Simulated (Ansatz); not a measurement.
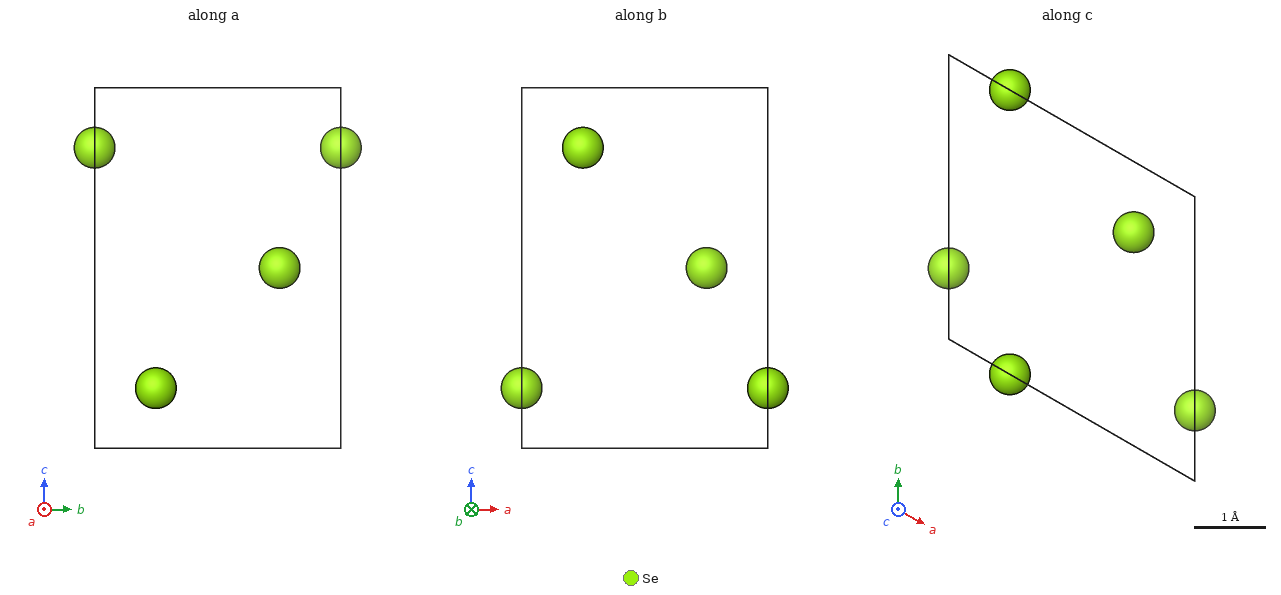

The image is a ball-and-stick drawing of a crystal, viewed along the a axis, along the b axis and along the c axis. Atoms at the boundary of the conventional unit cell (the box) are drawn once for each face, edge or corner they touch.

Lattice parameters: a = 4.038 Å, b = 4.038 Å, c = 5.122 Å, α = 90.00°, β = 90.00°, γ = 120.00°. Put a along x and b in the xy plane.

Record the structure as a POSCAR file, with free fractional coordinates to two decimals.

```
Se
1.0
     4.038    0.000    0.000
    -2.019    3.497    0.000
     0.000    0.000    5.122
Se
3
Direct
  0.25 0.00 0.8333
  0.00 0.25 0.1667
  0.75 0.75 0.50
```

Provenance: a structure type known for this element. The final geometry of a relaxation with DFT PBEsol, scalar-relativistic, plane waves, PAW (Ansatz 0.2.0) is shown.
